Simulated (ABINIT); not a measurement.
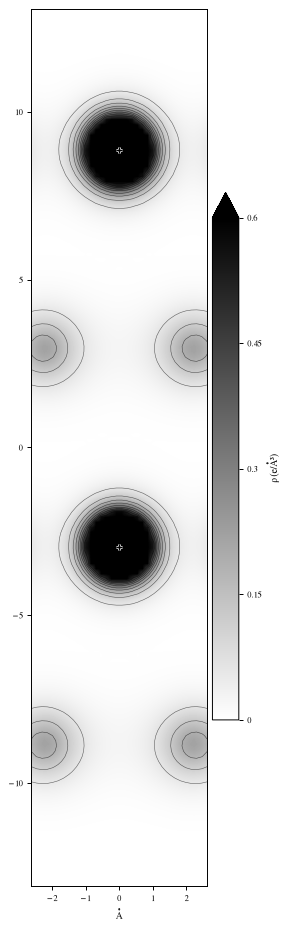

The valence pseudo-density on a plane through atoms (crosses mark nuclei in the plane).

These are results of Kohn-Sham DFT of a periodic cell, PBE, JTH PAW PBE v2.0 (ABINIT), not measurements.

Candidates:
A. Ag, a = 4.09 Å, b = 4.09 Å, c = 4.09 Å, α = 90.00°, β = 90.00°, γ = 90.00°. Space group Fm-3m; computed pressure about 5 GPa in this cell.
B. Bi (slab), a = 4.54 Å, b = 4.54 Å, c = 32.74 Å, α = 90.00°, β = 90.00°, γ = 120.00°. 
C. W (slab), a = 2.87 Å, b = 2.87 Å, c = 25.15 Å, α = 90.00°, β = 90.00°, γ = 90.00°. 

Which candidate gave the map?

Candidate B: Bi on the (11̄0) plane of the calculation cell, a cut from vacuum to vacuum, which holds Bi.
